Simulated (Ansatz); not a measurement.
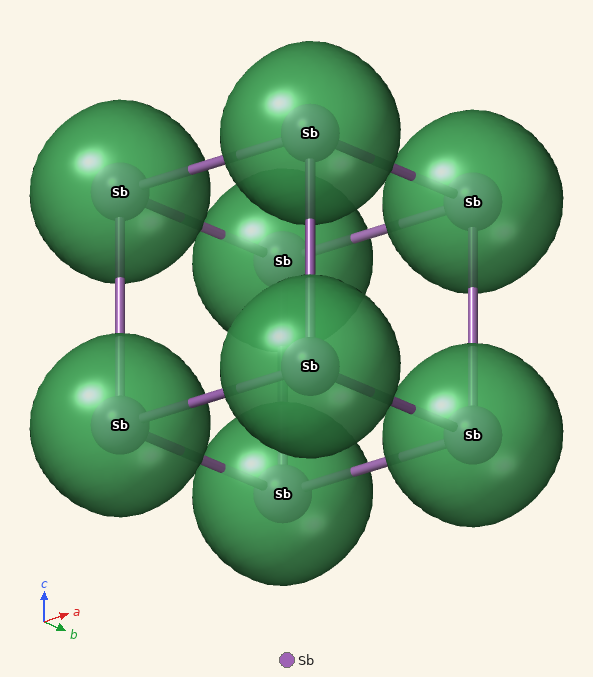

Figure. Sb. Isosurface of the valence electron density at 0.4 e/Å³ (green), seen at an oblique angle. Sticks mark near contacts.

Space group Pm-3m; computed without spin polarisation.

Computed with DFT PBEsol, scalar-relativistic, plane waves, PAW in Ansatz 0.2.0.

The density is the valence pseudo-density of a PAW calculation; it isn't the true density close to the nuclei.

```
Sb
1.0
     3.06174    0.00000    0.00000
     0.00000    3.06174    0.00000
     0.00000    0.00000    3.06174
Sb
1
Direct
  0.00000 0.00000 0.00000
```

### What does this surface tell about the bonding?

At this value the density breaks into separate islands; it holds about 75 % of the electrons treated as valence (semicore included). It bridges none of the near contacts. It is pinched off along the shortest Sb–Sb (3.06 Å) contacts. On the grid the lowest density along these lines, outside the cores, is 0.27 e/Å³ (Sb–Sb, 3.06 Å).
